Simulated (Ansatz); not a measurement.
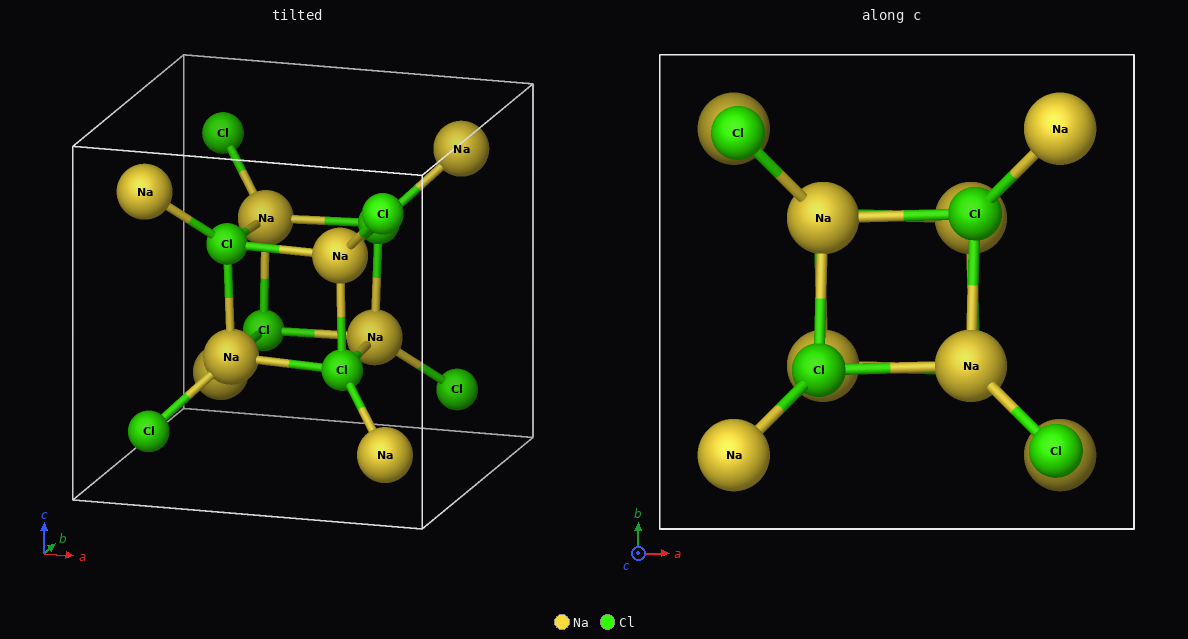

The structure above is drawn in ball-and-stick style and viewed slightly off an axis and along the c axis. The parallelepiped is the conventional unit cell. Cell: a = 8.52 Å, b = 8.52 Å, c = 8.52 Å, α = 90.00°, β = 90.00°, γ = 90.00°.

The cell started as a structure type filled with these elements by a generator (whether the compound takes this form wasn't checked). Earlier steps of the study may have refined or changed the cell and positions. It went into a calculation with Ansatz.

Notes on the structure:

The structure is one of NaCl. Its lattice is body-centred cubic, its space group I-43m (No. 217). Content of the cell: 8 Na, 8 Cl (Z = 8). Each Na has four Cl at about 2.6 to 2.7 Å. About every Cl there are four Na at about 2.6 to 2.7 Å. The bonds build a three-dimensional framework.

Calculation details: Ansatz, DFT PBE, scalar-relativistic, plane waves, PAW; a kinetic-energy cutoff of 420 eV, k-points about 0.26 Å⁻¹ apart, Gaussian smearing of 0.02 eV, no spin polarisation.

Does it come out as a metal, or with a gap?

An insulator at this level, with a gap of 4.84 eV, indirect.

Give the Bader charge of each element.

Na +0.87 e; Cl -0.87 e.

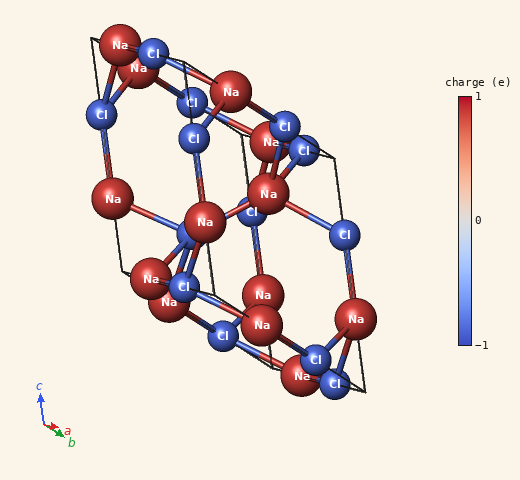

The atoms coloured by those charges. The run's cell of 8 atoms is drawn, so axes and origin can differ from the first picture.

Do the forces and the stress vanish for this geometry?

Yes. All forces vanish to within 0.01 eV/Å. The pressure is 0.0 GPa, close to zero.
